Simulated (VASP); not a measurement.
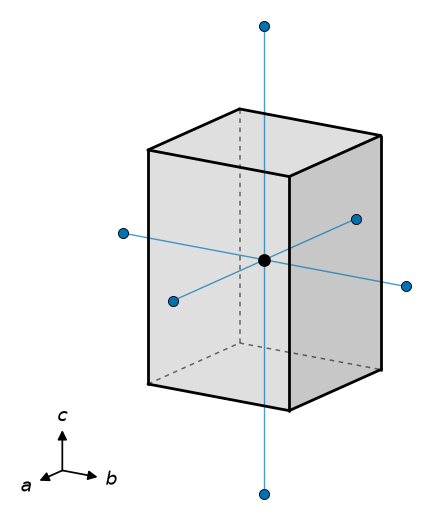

Crystal: HfO2, a cell listed in the Materials Project, as set up for an electronic-structure calculation. The Wigner–Seitz cell of the crystal's lattice, with lines to the lattice points that define its faces. All values are computed from the atomic coordinates in the standard setting (tolerance 0.002 Å).

a = 3.558 Å, b = 3.558 Å, c = 5.172 Å, α = 90.00°, β = 90.00°, γ = 90.00°; space group No. 137, P4_2/nmc, origin choice 1.

**Which of Fedorov's five parallelohedra is it?**

A parallelepiped: 6 faces (6 with 4 edges), 12 edges, 8 vertices. Its volume is that of the primitive cell, 65.5 Å³.

**Which lattice vectors do the faces bisect?**

| example | length (Å) | faces | edges of each | area (Å²) |
| --- | --- | --- | --- | --- |
| a | 3.56 | 4 | 4 | 18.4 |
| c | 5.17 | 2 | 4 | 12.7 |
